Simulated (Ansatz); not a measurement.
```cif
data_structure
_symmetry_space_group_name_H-M 'P 1'
_symmetry_Int_Tables_number 1
_cell_length_a 3.1962
_cell_length_b 4.5202
_cell_length_c 4.7736
_cell_angle_alpha 90.000
_cell_angle_beta 89.764
_cell_angle_gamma 90.000
_cell_volume 68.97
loop_
_atom_site_label
_atom_site_type_symbol
_atom_site_fract_x
_atom_site_fract_y
_atom_site_fract_z
_atom_site_occupancy
Ta1 Ta 0.00000 0.00000 0.00000 1
Ta2 Ta 0.50000 0.00000 0.50000 1
Ta3 Ta 0.50000 0.50000 0.00000 1
Ta4 Ta 0.00000 0.50000 0.50000 1
```

Space group C2/m; computed pressure about 6 GPa in this cell.

These are results of DFT PBEsol, scalar-relativistic, plane waves, PAW (Ansatz), not measurements.

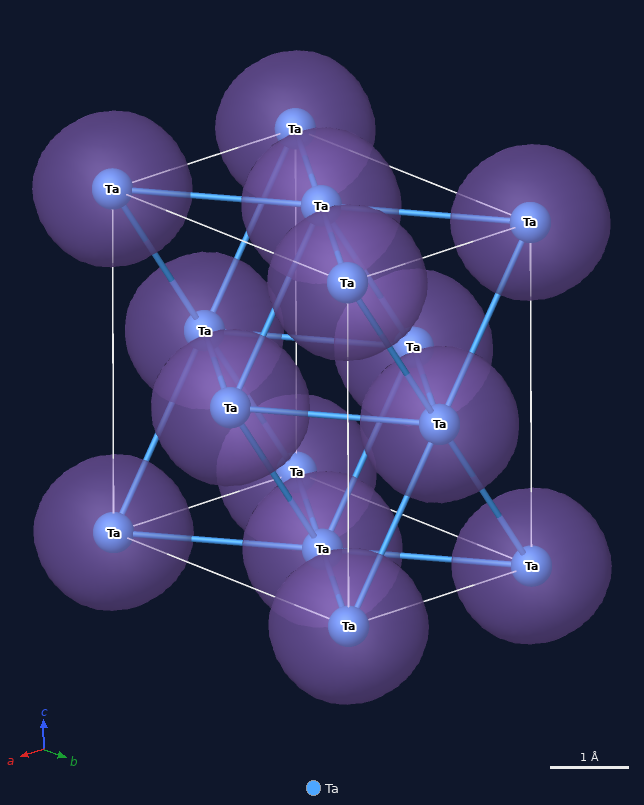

Ta. Isosurface of the valence charge density (pseudo) at 0.6 e/Å³ (purple), seen at an oblique angle. Sticks mark near contacts.

In a PAW calculation such maps are meaningful between the atoms, not at the nuclei.

### How is the density connected at this value?

At this value the density breaks into separate islands; it holds about 70 % of the electrons treated as valence (semicore included). It bridges none of the near contacts. It is pinched off along the sampled Ta–Ta (2.77 Å) and Ta–Ta (2.87 Å) contacts. On the grid the lowest density along these lines, outside the cores, is 0.35 e/Å³ (Ta–Ta, 2.77 Å) and 0.3 e/Å³ (Ta–Ta, 2.87 Å).

### Does the calculation make it a metal, or give it a gap?

It is gapless in this calculation (a metal or semimetal).
